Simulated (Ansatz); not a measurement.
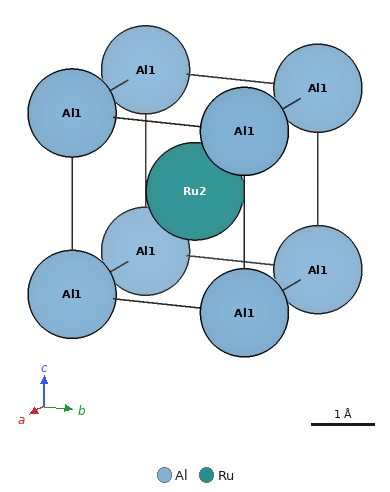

Fig. 1: The structure as given in the input (spheres-only view of the cell of the calculation, seen slightly off an axis; atoms are numbered from 1 in the order of the input). An atom can appear more than once, as a periodic image.

# From AlRu to TiAl

System: AlRu (Pm-3m, 2 atoms in the cell).
Method of run 1: DFT PBEsol, scalar-relativistic, plane waves, PAW, no spin polarisation (Ansatz 0.2.0).
System of run 2: TiAl (2 atoms in the cell).

On run 1: The structure derives from a Materials Project entry. On run 2: The structure was made by swapping elements on the sites of another compound; it need not be a known phase. It belongs to a series of runs on one base structure; here: Ru -> Ti on all its sites, cell and atoms relaxed. Text and figures count atoms from 1; the logs count them from 0 in places.

### The input, run 1
```yaml
crystal:
  lattice:
    - [2.98249544, 0.0, 0.0]
    - [0.0, 2.98249544, 0.0]
    - [0.0, 0.0, 2.98249544]
  atoms:
    - { symbol: Al, position: [0.0, 0.0, 0.0] }
    - { symbol: Ru, position: [0.5, 0.5, 0.5] }
basis:
  ecutwfc: 420
kpoints:
  mp_grid: { grid: [6, 6, 6] }
hamiltonian:
  xc: pbesol
scf:
  occupations: { method: gaussian, width: 0.1 }
output:
  forces: true
  stress: true
  eigenvalues: true
```

Launched with:
```bash
ansatz run input.yaml --threads 2 --pin off --max-ram 5120MiB --backend cpu --events-out ev --progress --plain --runs-dir out
```

Hardware: 2 threads of AMD EPYC (Zen 3), 32 GiB of memory available, shared host.

### Output, shortened to warnings, some set-up lines, iterations and results (run 1)
```
Basis set: ecut = 420 eV, 485 PW (Γ), exchange–correlation on 40×40×40 points (8 copies of the dense FFT grid, shifted against one another)
Symmetry: 48 space group operations
k-points: 20 of 216
Initial density: superposition of atomic densities (neutral atoms: chi_scale 0, normalization atom), corrected by the library's trained network
[...]
SCF iter   1: F=—  HF=-6342.319873 eV  |F-HF|=—  |Δ(HF+E_count)|=         —  Δρ=1.46e-2  dr2=3.36e-2  ethr=1.77e-3  ⟨swp⟩=5.0  Hψ=1497  notcnv=0
SCF iter   2: F=—  HF=-6342.314087 eV  |F-HF|=—  |Δ(HF+E_count)|=   5.79e-3  Δρ=7.76e-3  dr2=1.05e-2  ethr=1.77e-4  ⟨swp⟩=1.0  Hψ=440  notcnv=0
SCF iter   3: F=—  HF=-6342.311524 eV  |F-HF|=—  |Δ(HF+E_count)|=   2.56e-3  Δρ=5.92e-4  dr2=4.52e-5  ethr=5.53e-5  ⟨swp⟩=2.4  Hψ=380  notcnv=0
SCF iter   4: F=—  HF=-6342.311444 eV  |F-HF|=—  |Δ(HF+E_count)|=   7.97e-5  Δρ=1.67e-4  dr2=6.15e-6  ethr=2.38e-7  ⟨swp⟩=2.0  Hψ=421  notcnv=0
SCF iter   5: F=-6342.311443 eV  HF=-6342.311443 eV  |F-HF|=5.78e-8  |Δ(HF+E_count)|=   1.10e-6  Δρ=2.29e-5  dr2=7.25e-8  ethr=3.24e-8  ⟨swp⟩=2.5  Hψ=393  notcnv=0
SCF iter   6: F=-6342.311443 eV  HF=-6342.311443 eV  |F-HF|=1.48e-9  |Δ(HF+E_count)|=   2.34e-8  Δρ=5.16e-6  dr2=1.98e-9  ethr=3.82e-10  ⟨swp⟩=3.5  Hψ=1083  notcnv=0
SCF 1 converged in 6 iterations: F = -6342.311443 eV  dr2 = 1.98e-9
SCF converged after 6 iterations
Free energy (F): -6342.311443 eV
Harris-Foulkes:  -6342.311443 eV  (|F-HF|=1.48e-9)
Internal energy: -6342.299254 eV  (E = F + TS)
E sigma→0 (E₀):  -6342.305349 eV
Entropy (-TS):   -0.012189 eV (-6.095 meV/atom)
Fermi energy:    16.037357 eV
--- Per-component energies (eV) ---
  E_band       = -118.909920
  E_kinetic    = 543.308090
  E_local      = -1789.855157  (includes V_loc(G=0)·N_el)
  E_nonlocal   = 356.486432
  E_hartree    = 634.601840
  E_xc         = -230.873556
  E_vxc        = -270.436598  (∫ρ·V_xc dr)
  E_paw        = -3855.325842  (= ΣΔE_a)
  E_vpaw       = -227.614541  (= ΣTr[D̂ρ^β])
  E_aug_tail   = -0.000191  (compensation charges beyond the density's cutoff)
  E_ewald      = -2000.913305
  E_core_change = 0.272435  (= ΣΔE_core)
  E_smearing   = -0.012189  (= −TS)
  E_closure    = -0.000000  (closes the sum)
  Σ components = -6342.311443   (vs F -6342.311443, Δ=0.00e0)
--- Forces (eV/Å), atoms counted from 1 ---
  atom   1  Al    -0.00000000     0.00000000     0.00000000
  atom   2  Ru     0.00000000    -0.00000000     0.00000000
  max |Σ_I F_I| component: 4.96e-29 eV/Å
--- Stress (GPa, compression-positive) ---
       -1.450563       0.000000       0.000000
        0.000000      -1.450563      -0.000000
        0.000000       0.000000      -1.450563
  P = ⅓ Tr σ = -1.4506 GPa (-14.506 kbar)
```

The input of run 2 differs as follows (lines with − go, lines with + come):
```diff
-    - [2.98249544, 0.0, 0.0]
-    - [0.0, 2.98249544, 0.0]
-    - [0.0, 0.0, 2.98249544]
+    - [3.0810149011, 0.0, 0.0]
+    - [0.0, 3.0810149011, 0.0]
+    - [0.0, 0.0, 3.0810149011]
-    - { symbol: Ru, position: [0.5, 0.5, 0.5] }
+    - { symbol: Ti, position: [0.5, 0.5, 0.5] }
```

How does run 2 compare with run 1?

The total energies belong to different systems, so their difference says nothing on which is more stable or more accurate. The pressure goes from −1.45 to 9.72 GPa. The volume per atom goes from 13.27 to 14.62 Å³. The number of SCF iterations is the same. The plane waves at Γ go from 485 to 587.

### Output, shortened to warnings, some set-up lines, iterations and results (run 2)
```
Basis set: ecut = 420 eV, 587 PW (Γ), exchange–correlation on 48×48×48 points (8 copies of the dense FFT grid, shifted against one another)
Symmetry: 48 space group operations
k-points: 20 of 216
Initial density: superposition of atomic densities (neutral atoms: chi_scale 0, normalization atom), corrected by the library's trained network
[...]
SCF iter   1: F=—  HF=-2998.934950 eV  |F-HF|=—  |Δ(HF+E_count)|=         —  Δρ=6.10e-3  dr2=1.60e-2  ethr=1.77e-3  ⟨swp⟩=5.0  Hψ=1221  notcnv=0
SCF iter   2: F=—  HF=-2998.930805 eV  |F-HF|=—  |Δ(HF+E_count)|=   4.15e-3  Δρ=2.42e-3  dr2=2.25e-3  ethr=1.07e-4  ⟨swp⟩=1.0  Hψ=400  notcnv=0
SCF iter   3: F=—  HF=-2998.930192 eV  |F-HF|=—  |Δ(HF+E_count)|=   6.14e-4  Δρ=1.78e-4  dr2=3.65e-6  ethr=1.50e-5  ⟨swp⟩=2.0  Hψ=285  notcnv=0  defer=1
SCF iter   4: F=—  HF=-2998.930190 eV  |F-HF|=—  |Δ(HF+E_count)|=   1.32e-6  Δρ=4.20e-5  dr2=2.63e-7  ethr=2.43e-8  ⟨swp⟩=2.5  Hψ=338  notcnv=0  defer=1
SCF iter   5: F=-2998.930190 eV  HF=-2998.930190 eV  |F-HF|=2.96e-10  |Δ(HF+E_count)|=   1.06e-8  Δρ=1.16e-6  dr2=3.93e-10  ethr=1.75e-9  ⟨swp⟩=2.5  Hψ=351  notcnv=0  defer=1
SCF iter   6: F=-2998.930190 eV  HF=-2998.930190 eV  |F-HF|=4.55e-13  |Δ(HF+E_count)|=  2.03e-10  Δρ=2.25e-7  dr2=4.52e-12  ethr=2.62e-12  ⟨swp⟩=1.9  Hψ=754  notcnv=0
SCF 1 converged in 6 iterations: F = -2998.930190 eV  dr2 = 4.52e-12
SCF converged after 6 iterations
Free energy (F): -2998.930190 eV
Harris-Foulkes:  -2998.930190 eV  (|F-HF|=4.55e-13)
Internal energy: -2998.919209 eV  (E = F + TS)
E sigma→0 (E₀):  -2998.924700 eV
Entropy (-TS):   -0.010981 eV (-5.491 meV/atom)
Fermi energy:    12.654059 eV
--- Per-component energies (eV) ---
  E_band       = -142.794861
  E_kinetic    = 300.480090
  E_local      = -974.060112  (includes V_loc(G=0)·N_el)
  E_nonlocal   = 21.105761
  E_hartree    = 419.329853
  E_xc         = -138.163804
  E_vxc        = -153.339787  (∫ρ·V_xc dr)
  E_paw        = -1478.407020  (= ΣΔE_a)
  E_vpaw       = -175.640673  (= ΣTr[D̂ρ^β])
  E_aug_tail   = 0.000110  (compensation charges beyond the density's cutoff)
  E_ewald      = -1149.362609
  E_core_change = 0.158523  (= ΣΔE_core)
  E_smearing   = -0.010981  (= −TS)
  E_closure    = 0.000000  (closes the sum)
  Σ components = -2998.930190   (vs F -2998.930190, Δ=0.00e0)
--- Forces (eV/Å), atoms counted from 1 ---
  atom   1  Al    -0.00000000    -0.00000000     0.00000000
  atom   2  Ti     0.00000000    -0.00000000    -0.00000000
  max |Σ_I F_I| component: 4.97e-29 eV/Å
--- Stress (GPa, compression-positive) ---
        9.719534       0.000000       0.000000
       -0.000000       9.719534       0.000000
        0.000000       0.000000       9.719534
  P = ⅓ Tr σ = 9.7195 GPa (97.195 kbar)
```

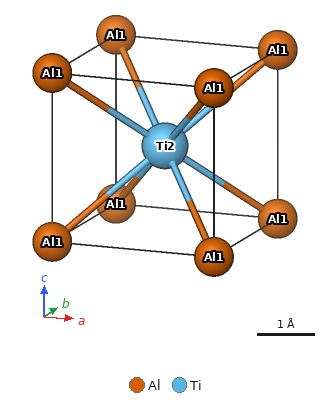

Fig. 2: The input structure of run 2 (ball-and-stick view of the cell of the calculation, seen slightly off an axis; atoms are numbered from 1 in the order of the input). An atom can appear more than once, as a periodic image.

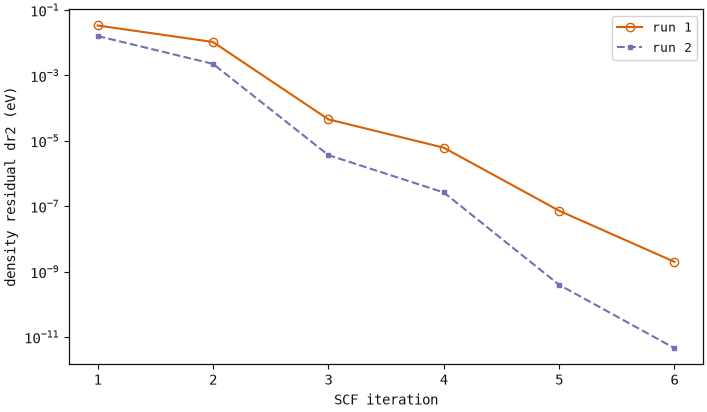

Fig. 3: Convergence of the two runs: density residual dr2 against the SCF iteration. Run 1 takes 6 iterations in all, and run 2 takes 6.

### The two runs side by side

```csv
quantity,run 1,run 2
outcome,converged,converged
free energy per atom (eV),−3171.1557,−1499.4651
"energy per atom, smearing taken to zero (eV)",−3171.1527,−1499.4623
gap on the mesh (eV),0.00,0.00
pressure (GPa),−1.45,9.72
volume per atom (Å³),13.27,14.62
largest force (eV/Å),0.000,0.000
SCF iterations,6,6
irreducible k-points,20,20
plane waves at Γ,485,587
```

For run 2: The cell is under a pressure of 9.7 GPa at this level, so it is not at its equilibrium volume.
